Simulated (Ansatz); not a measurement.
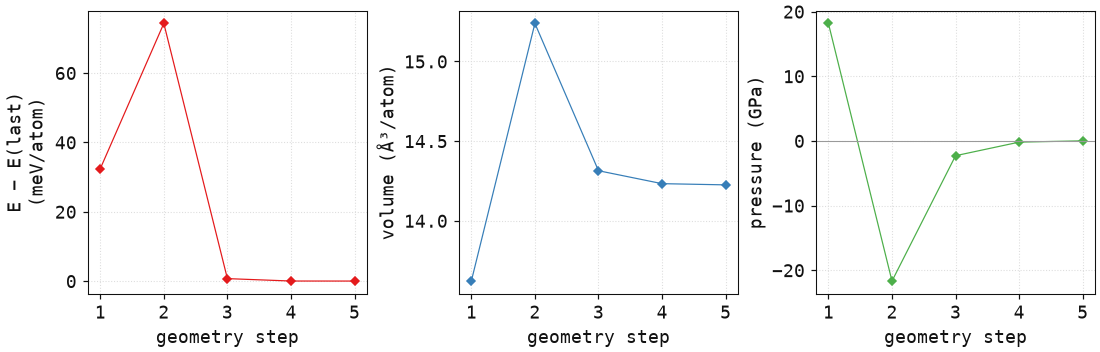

History of a geometry optimisation. Atoms and cell relax. A closing SCF on a freshly chosen basis isn't drawn.

```
crystal:
  lattice:
    - [0.0, 1.89553052, 1.89553052]
    - [1.89553052, 0.0, 1.89553052]
    - [1.89553052, 1.89553052, 0.0]
  atoms:
    - { symbol: Ir, position: [0.0, 0.0, 0.0] }
  symmetry: { tolerance: 0.0003 }
kpoints:
  mp_grid: { grid: [8, 8, 8], shift: [0.5, 0.5, 0.5] }
magnetization:
  spin_polarized: false
scf:
  occupations: { method: fermi_dirac }
hamiltonian:
  pseudopotentials: { kind: paw }
  xc: r2scan
basis:
  ecutwfc: 500
output:
  forces: true
  stress: true
  eigenvalues: true
relax:
  max_steps: 40
  cell: {}
```

Command:
```bash
ansatz run input.yaml --threads 1 --pin off --max-ram 2560MiB --backend cpu --events-out ev --progress --plain --runs-dir out
```

**How did the optimisation end?**

The optimisation met its thresholds at geometry 5, counting the start as the first. The energy fell by about 32 meV/atom from the first step to the last. Step 2 went uphill and was rejected by the line search. All forces vanish by symmetry, so only the cell moves.

**Was the starting cell too large or too small?**

The volume grows from 13.6 to 14.2 Å³ per atom (+4 %), overshooting to 15.2 at step 2, as the pressure goes from 18 GPa to about 0 GPa. The start was compressed.
